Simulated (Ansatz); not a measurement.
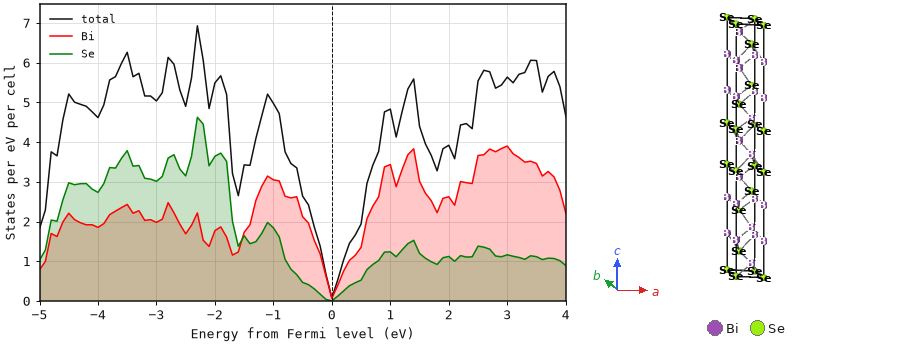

Density of states, beside the structure. Energies are counted from the Fermi level. The partial curves are projected on Löwdin-orthogonalised atomic shells.

System: Bi4Se3, space group R-3m, 7 atoms in the cell.

```cif
data_structure
_symmetry_space_group_name_H-M 'R-3m:H'
_symmetry_Int_Tables_number 166
_cell_length_a 4.2616
_cell_length_b 4.2616
_cell_length_c 39.5095
_cell_angle_alpha 90.000
_cell_angle_beta 90.000
_cell_angle_gamma 120.000
_cell_volume 621.41
loop_
_atom_site_label
_atom_site_type_symbol
_atom_site_symmetry_multiplicity
_atom_site_Wyckoff_symbol
_atom_site_fract_x
_atom_site_fract_y
_atom_site_fract_z
_atom_site_occupancy
Bi1 Bi 6 c 0.33333 0.66667 0.81117 1
Bi2 Bi 6 c 0.33333 0.66667 0.95390 1
Se1 Se 6 c 0.66667 0.33333 0.75129 1
Se2 Se 3 a 0.00000 0.00000 0.00000 1
```

Computed with Ansatz 0.2.0: DFT PBEsol, scalar-relativistic, plane waves, PAW, no spin polarisation, 12×12×12 k mesh, 420 eV cutoff, Gaussian smearing of 0.1 eV.

> What is the density of states at the Fermi level?

It is a metal. The density of states at the Fermi level isn't well fixed here: it changes fast, and within 0.3 eV it runs from 0.079 to 1.9 per eV and cell.

Spin-orbit coupling is left out, which matters for Bi.
